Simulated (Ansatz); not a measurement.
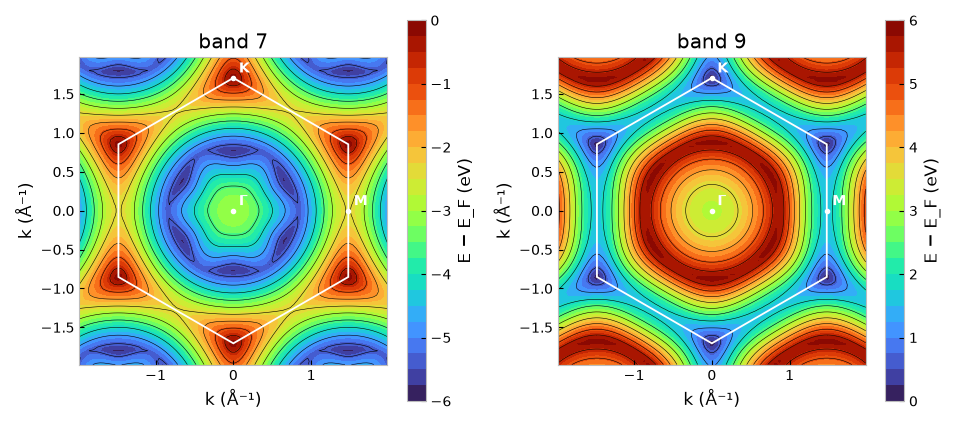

Two bands of one free-standing C layer cut from the bulk crystal (space group of the slab cell P-3m1) over the plane of the sheet: the highest mostly filled and the lowest mostly empty one.

The calculation used Ansatz, DFT PBE, spin-orbit coupling, plane waves, PAW; levels and slopes on a dense k mesh at the converged density. Non-magnetic. With an inversion centre and no moment every band is doubly degenerate; a pair is shown and named once. Mesh 54×54×1, interpolated with the band slopes. Cell and positions as given, without relaxation (largest force 0.9 eV/Å).

Give both levels and their distance at the named points.

```csv
point,lower band (eV),upper band (eV),distance (eV)
Γ,−3.01,3.18,6.19
K,0.00,0.00,0.00
M,−2.38,1.67,4.05
```

Is there a gap?

No gap shows on this mesh: the two bands touch at K, at the Fermi level, so the Fermi surface shrinks to points.
